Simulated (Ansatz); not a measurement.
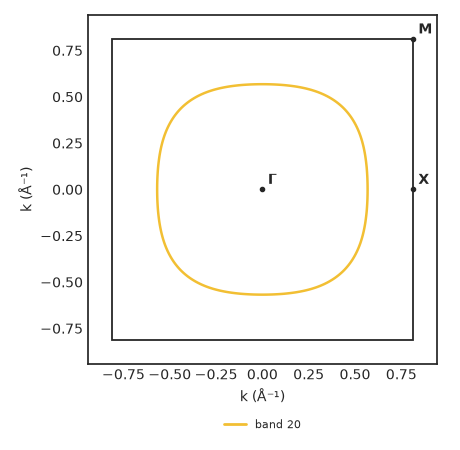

Constant-energy contours of a single layer of SnO (space group of the slab cell P4/nmm), 0.10 eV below the valence-band maximum (one colour a band).

Computed with DFT PBE, scalar-relativistic, plane waves, PAW; levels and slopes on a dense k mesh at the converged density in Ansatz 0.2.0. No spin polarisation. The levels come from a k mesh of 56×56×1 points. Cell and positions as given, without relaxation. The cell comes from a database of computed structures, not from a measurement.

Masses come from a second pass at points close to the extrema; at the energies drawn a band may no longer be parabolic.

Describe the band extrema that these surfaces surround.

Answer. Band 20 forms the valence edge. The surfaces also take in Γ, where this band lies 0.03 eV below its edge, so they needn't be separate pockets. Within this energy: four equivalent maxima on the M–Γ line, nearly flat in one direction, with mass 4.73 mₑ across.

And the gap?

Answer. The gap is indirect, 2.95 eV at this level of theory (semilocal functionals give gaps that are too small, and can reorder valleys that lie close). It is nearly direct: the smallest vertical gap, at Γ, is only 2.97 eV, so the kind of gap isn't settled at this level.

Spin-orbit coupling, left out here, can change the gap, its kind, the place of the band edges and the masses, since the compound holds Sn.

Cost: 84 s on 2 threads of Intel(R) Xeon(R) Platinum 8259CL CPU @ 2.50GHz (Skylake/Cascade Lake), with other jobs on the host, peak memory 1.4 GiB.
